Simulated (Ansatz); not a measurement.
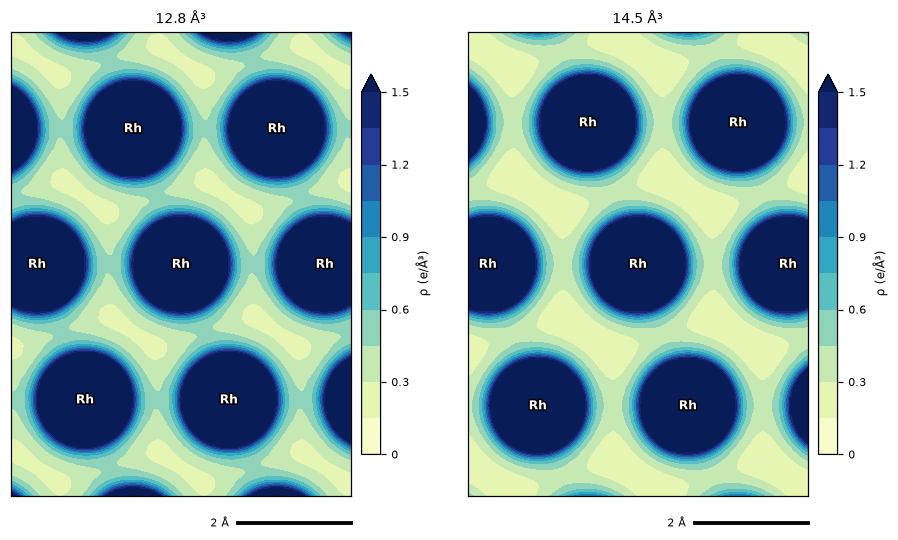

Rh. The valence electron density of cells scaled evenly to different volumes (given per atom above each panel), on the (100) plane of each (indices in the axes of the cell below), at one length scale and on one colour scale.

A generated structure, not necessarily the stable one; computed without spin polarisation.

All numbers below come from DFT, PBE, plane waves (420 eV) with PAW, scalar-relativistic (Ansatz 0.2.0).

Core electrons are frozen (PAW), and the valence fields are smoothed inside the atomic spheres.

The largest cell:

```cif
data_structure
_symmetry_space_group_name_H-M 'P 1'
_symmetry_Int_Tables_number 1
_cell_length_a 2.6608
_cell_length_b 2.6608
_cell_length_c 2.6608
_cell_angle_alpha 109.471
_cell_angle_beta 109.471
_cell_angle_gamma 109.471
_cell_volume 14.50
loop_
_atom_site_label
_atom_site_type_symbol
_atom_site_fract_x
_atom_site_fract_y
_atom_site_fract_z
_atom_site_occupancy
Rh1 Rh 0.00000 0.00000 0.00000 1
```

| volume (Å³/atom) | Rh–Rh contact in the plane (Å) | ρ at its midpoint (e/Å³) | pressure (GPa) | 
| --- | --- | --- | --- |
| 12.76 | 2.550 | 0.472 | 40.9 | 
| 13.34 | 2.588 | ? | ? | 
| 14.50 | 2.661 | 0.365 | 0.0 | 

**What values belong in the row with question marks?**

Over the known rows ln ρ falls by 2.32 per Å of Rh–Rh distance (the line through the two), which gives 0.432 e/Å³ at 2.588 Å; the calculation gives 0.439 e/Å³. For the pressure, a straight line in volume between the neighbouring rows gives 27.3 GPa; the calculation gives 23.8, lower because pressure rises ever faster on compression.
